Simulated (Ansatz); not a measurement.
# Bands, cutoff and cost in G0W0 for Ta2O5 (P2/m), part 2 of 2

Wanted: a G0W0 gap for Ta2O5 (P2/m) that is converged in bands and cutoff, or an estimate of the limit.

Ansatz 0.2.0; G0W0 on LDA, plane waves, PAW; PAW set soft_1. Known limits of the many-body steps: not at the basis limit; no spin-orbit coupling; coarse k mesh.

So far. Step 4 (767 empty bands, screening to 230 eV): Against the run with 4×4×4 mesh, 356 empty bands, screening to 138 eV, PAW set soft_1 files, the gap moves by +0.08 eV.

**5. Changing the k mesh: 4×4×2 mesh, 356 empty bands, screening to 138 eV, PAW set soft_1 files**

A second mesh at equal bands and cutoff isolates the sampling error. Bands and cutoff differ from the step before, so it is read against an earlier run that matches them.

Input file input.yaml:

```yaml
crystal:
  lattice:
    - [3.8414080139, 0.0, 0.0]
    - [0.0, 3.86271575, 0.0]
    - [-1.8189421445, 0.0, 6.5289594201]
  atoms:
    - { symbol: Ta, position: [0.64953073, 0.0, 0.79131453] }
    - { symbol: Ta, position: [0.35046927, 0.0, 0.20868547] }
    - { symbol: O, position: [0.6621243, 0.5, 0.79832929] }
    - { symbol: O, position: [0.3378757, 0.5, 0.20167071] }
    - { symbol: O, position: [0.18976057, 0.0, 0.87062125] }
    - { symbol: O, position: [0.81023943, 0.0, 0.12937875] }
    - { symbol: O, position: [0.5, 0.0, 0.5] }
kpoints:
  mp_grid: { grid: [4, 4, 2] }
hamiltonian:
  xc: lda
  pseudopotentials: { kind: paw, azcp: { folder: soft_1 }, xc_functional: pbe }
scf:
  occupations: { method: fixed }
gw:
  n_empty_bands: 356
  ecut_chi: 138
  qp_bands: [v2, c2]
  qp_kpoints: band_edges
  screening: { model: contour_deformation }
```

The run is started by

```sh
$ ansatz run input.yaml --threads 3 --pin off --max-ram 92160MiB --backend cuda --events-out ev --progress --plain --runs-dir out --devices 1 --max-vram 13GiB
```

Numbers of over 12 decimals in the logs are rounded to 6 here.

Log:

```text
GPUs: using 1 of 1 available (devices: 1).
[...]
GPU FFT provider: cuFFT
GPU libraries: cuBLAS 13.8.2, cuFFT 12.4.0, cuSOLVER 12.3.4
Crystal: 7 atoms, lattice volume = 96.878 Å³
Basis set: ecut = 420 eV, 1913 PW (Γ)
Bands: 35, of which v1, the nominal top of the filled ones, is band 28 counted from 1 (27 counted from 0)
Symmetry: 4 space group operations
[...]
k-points: 18 of 32
[...]
1    30      9.2407   -13.4450    -4.8221   -19.3942  0.7876    10.3872    10.3677  root
[...]
17    27      6.5287   -26.1649     4.6748   -21.1444  0.7261     6.1809     6.1830  root
    17    28      6.6540   -26.3653     4.6793   -21.3515  0.7260     6.3175     6.3195  root
    17    29      9.7217   -13.5156    -5.0466   -19.7630  0.7789    10.9479    10.9225  root
    17    30     11.5962   -15.1255    -5.4940   -21.8967  0.7432    12.9120    12.8734  root
[key lines of the parts left out:]
SCF converged after 11 iterations
Free energy (F): -22150.459271 eV
Fermi energy:    6.653993 eV
```

The job ended after 18 s (1 × NVIDIA H100 80GB HBM3 (shared by 6 runs) with 3 threads of AMD EPYC 7R13 (Zen 3), shared host; peak memory 1.6 GiB).

This step gave:

```yaml
bands_summed: 384
rpa_eps_infinity_on_this_mesh_eigenvalues: 4.787, 4.940, 7.491
plane_waves_in_the_screening_matrix: 365
g0w0_gap_on_the_mesh: 3.519 eV
k_of_the_valence_top: -0.5, -0.5, -0.5
k_of_the_conduction_bottom: 0, 0, -0.5
starting_gap_on_the_mesh: 2.106 eV
least_direct_g0w0_gap_on_the_computed_points: 4.222 eV
```

Against the run with 4×4×4 mesh, 356 empty bands, screening to 138 eV, PAW set soft_1 files, the gap moves by −0.008 eV.

**6. Changing the frequency model: 4×4×4 mesh, 356 empty bands, screening to 138 eV, plasmon pole, PAW set soft_1 files**

A plasmon pole stands in for the full frequency dependence of the screening; this run shows what that costs in accuracy.

Edit input.yaml of step 5 so:

```diff
@@ -14,3 +14,3 @@
 kpoints:
-  mp_grid: { grid: [4, 4, 2] }
+  mp_grid: { grid: [4, 4, 4] }
 hamiltonian:
@@ -25,2 +25,2 @@
   qp_kpoints: band_edges
-  screening: { model: contour_deformation }
+  screening: { model: godby_needs }
```

Log:

```text
GPUs: using 1 of 1 available (devices: 1).
[...]
GPU FFT provider: cuFFT
GPU libraries: cuBLAS 13.8.2, cuFFT 12.4.0, cuSOLVER 12.3.4
Crystal: 7 atoms, lattice volume = 96.878 Å³
Basis set: ecut = 420 eV, 1913 PW (Γ)
Bands: 35, of which v1, the nominal top of the filled ones, is band 28 counted from 1 (27 counted from 0)
Symmetry: 4 space group operations
[...]
k-points: 30 of 64
[...]
1    30      9.2203   -13.4141    -4.7405   -19.3494  0.8223    10.4220    10.4152  root
[...]
29    27      6.5270   -26.1608     4.7469   -21.1444  0.7660     6.2571     6.2576  root
    29    28      6.6522   -26.3623     4.7579   -21.3516  0.7654     6.3990     6.3994  root
    29    29      9.7227   -13.5659    -4.8975   -19.7619  0.8190    11.0296    11.0213  root
    29    30     11.5959   -15.1235    -5.2733   -21.8947  0.7975    13.0986    13.0939  root
[key lines of the parts left out:]
SCF converged after 10 iterations
Free energy (F): -22150.471125 eV
Fermi energy:    6.652159 eV
```

The job ended after 49 s (1 × NVIDIA H100 80GB HBM3 (shared by 6 runs) with 3 threads; peak memory 2.1 GiB).

This step gave:

| Item | Value |
| --- | --- |
| bands summed | 384 |
| plasmon-pole fit frequency | 28.23 eV |
| RPA ε∞ on this mesh (eigenvalues) | 4.636, 4.908, 7.477 |
| plane waves in the screening matrix | 365 |
| G0W0 gap on the mesh | 3.498 eV |
| k of the valence top | -0.5, -0.5, -0.5 |
| k of the conduction bottom | 0, 0, -0.5 |
| starting gap on the mesh | 2.110 eV |
| least direct G0W0 gap on the computed points | 4.227 eV |

Against the run with 4×4×4 mesh, 356 empty bands, screening to 138 eV, PAW set soft_1 files, the gap moves by −0.03 eV.

**7. Changing the files: 4×4×4 mesh, 356 empty bands, screening to 138 eV, hard PAW files**

Other atomic data (hard PAW) test the pseudisation: the cutoff goes from 420 to 930 eV and the valence electrons from 56 to 84, which opens shells that were frozen.

This step: G0W0 on LDA, plane waves, PAW.

Edit input.yaml of step 6 so:

```diff
@@ -17,3 +17,3 @@
   xc: lda
-  pseudopotentials: { kind: paw, azcp: { folder: soft_1 }, xc_functional: pbe }
+  pseudopotentials: { kind: paw, source: ansatz }
 scf:
@@ -25,2 +25,2 @@
   qp_kpoints: band_edges
-  screening: { model: godby_needs }
+  screening: { model: contour_deformation }
```

Log:

```text
GPUs: using 1 of 1 available (devices: 1).
[...]
GPU FFT provider: cuFFT
GPU libraries: cuBLAS 13.8.2, cuFFT 12.4.0, cuSOLVER 12.3.4
Crystal: 7 atoms, lattice volume = 96.878 Å³
Basis set: ecut = 930 eV, 6263 PW (Γ)
Bands: 51, of which v1, the nominal top of the filled ones, is band 42 counted from 1 (41 counted from 0)
Symmetry: 4 space group operations
[...]
k-points: 30 of 64
[...]
1    44     10.8089   -13.3988    -4.8549   -19.3350  0.7865    11.9079    11.8902  root
[...]
29    41      8.1148   -26.1742     4.6517   -21.1515  0.7263     7.7413     7.7438  root
    29    42      8.2391   -26.3678     4.6561   -21.3512  0.7263     7.8763     7.8786  root
    29    43     11.3154   -13.5585    -5.0429   -19.7543  0.7790    12.4909    12.4682  root
    29    44     13.1944   -15.1000    -5.5498   -21.8805  0.7422    14.4614    14.4251  root
[key lines of the parts left out:]
SCF converged after 11 iterations
Free energy (F): -35845.301017 eV
Fermi energy:    8.239099 eV
```

The job ended after 60 s (1 × NVIDIA H100 80GB HBM3 (shared by 6 runs) with 3 threads; peak memory 3 GiB; 1.8 min of CPU time).

This step gave:

* bands summed: 398
* RPA ε∞ on this mesh (eigenvalues): 4.670, 4.952, 7.559
* plane waves in the screening matrix: 365
* G0W0 gap on the mesh: 3.506 eV
* k of the valence top: -0.5, -0.5, -0.5
* k of the conduction bottom: 0, 0, -0.5
* starting gap on the mesh: 2.109 eV
* least direct G0W0 gap on the computed points: 4.218 eV

Against the run with 4×4×4 mesh, 356 empty bands, screening to 138 eV, PAW set soft_1 files, the gap moves by −0.02 eV.

**8. Convergence and cost**

Times are wall times on 1 × NVIDIA H100 80GB HBM3 (shared by 6 runs) with 3 threads of AMD EPYC 7R13 (Zen 3), shared host, good to a factor of about two.

| mesh | files | frequency | bands summed | cutoff (eV) | start (eV) | G0W0 (eV) | time | host memory (GiB) |
| --- | --- | --- | --- | --- | --- | --- | --- | --- |
| 4×4×4 | PAW set soft_1 | contour deformation | 154 | 69 | 2.110 | 3.514 | 22 s | 1.3 |
| 4×4×4 | PAW set soft_1 | contour deformation | 384 | 138 | 2.110 | 3.527 | 57 s | 2.0 |
| 4×4×4 | PAW set soft_1 | contour deformation | 795 | 230 | 2.110 | 3.603 | 2 min | 4.4 |
| 4×4×2 | PAW set soft_1 | contour deformation | 384 | 138 | 2.106 | 3.519 | 18 s | 1.6 |
| 4×4×4 | PAW set soft_1 | plasmon pole | 384 | 138 | 2.110 | 3.498 | 49 s | 2.1 |
| 4×4×4 | hard PAW | contour deformation | 398 | 138 | 2.109 | 3.506 | 60 s | 3.0 |

How the two edges are built up, in eV (the quasiparticle level is the starting level plus Σx plus Σc less Vxc):

| run | edge | start | Σx | Σc | Vxc | Z | QP |
| --- | --- | --- | --- | --- | --- | --- | --- |
| 154 bands | valence top | 6.65 | -26.36 | 4.98 | -21.35 | 0.73 | 6.62 |
| 154 bands | conduction bottom | 8.76 | -13.10 | -4.29 | -18.76 | 0.80 | 10.13 |
| 384 bands | valence top | 6.65 | -26.36 | 4.67 | -21.35 | 0.73 | 6.32 |
| 384 bands | conduction bottom | 8.76 | -13.10 | -4.58 | -18.76 | 0.79 | 9.84 |
| 795 bands | valence top | 6.65 | -26.36 | 4.47 | -21.35 | 0.72 | 6.11 |
| 795 bands | conduction bottom | 8.76 | -13.10 | -4.71 | -18.76 | 0.79 | 9.71 |

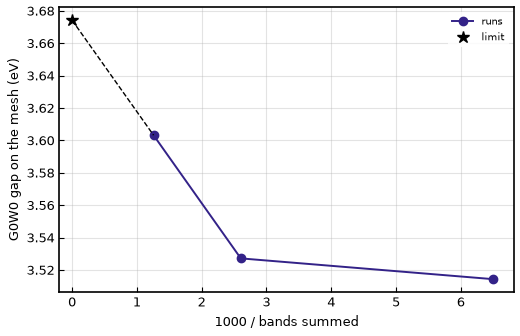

The gap against one over the number of bands; the dashed line carries the two highest rungs to the limit.

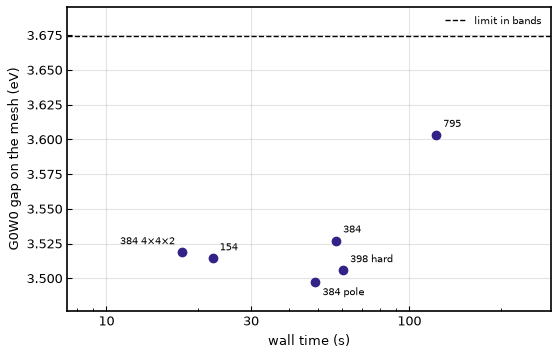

Result against wall time.

**9. What came out**

```yaml
154_bands_69_ev: 3.514 eV
384_bands_138_ev: 3.527 eV
795_bands_230_ev: 3.603 eV
estimated_limit_in_bands_and_cutoff: 3.67 eV
mesh_and_start: 4×4×4, LDA
```

**Reading.** A line in one over the bands through the two highest rungs gives 3.67 eV, +0.07 eV from the top rung; the pair below gives 3.54 eV, so the estimate is still climbing. The rungs stand 0.16 eV (154 bands), 0.15 eV (384 bands) and 0.07 eV (795 bands) from it. From 154 to 795 bands the gap moves by +0.09 eV while the time grows 5.5-fold. Σc changes by −0.51 eV at the valence top and −0.42 eV at the conduction bottom, so the levels themselves move more than the gap between them. On the 4×4×2 mesh in place of 4×4×4 the gap differs by −0.01 eV, of which −0.003 eV is already in the start. The plasmon-pole model gives −0.03 eV against contour deformation, 2 % of the correction. Hard PAW files move the gap by −0.02 eV at equal bands and cutoff, −0.001 eV of it in the start. The 4×4×4 mesh is coarse for this cell (its supercell is 15 Å along the shortest edge). The RPA ε∞ on it, from the LDA start, is 4.62, 4.89 and 7.46; such meshes misread the long-range screening, most where the gap is narrow. The many-body steps are scalar-relativistic: spin-orbit coupling is not in them.

[Paths, hosts, dates, memory and timing lines, banners, echoed tables and standing remarks are left out of the program output.]

[Logs are printed without paths, hosts, clocks, repeated set-up lines and the standing remarks that a program may print on its own settings, such as how far it seeks lower states.]

[Runs of the session that timed out or met a known fault of the program may be left out.]

[Cells called generated may have been cut or substituted from an entry of the Crystallography Open Database or the Materials Project.]

[No measured gap is set beside runs whose start may be inverted or whose files or cutoffs have a known fault.]

[Hosts, paths, dates, database ids (printed as entryN), source tags and the programs' standing remarks are cut or masked in the printed files.]
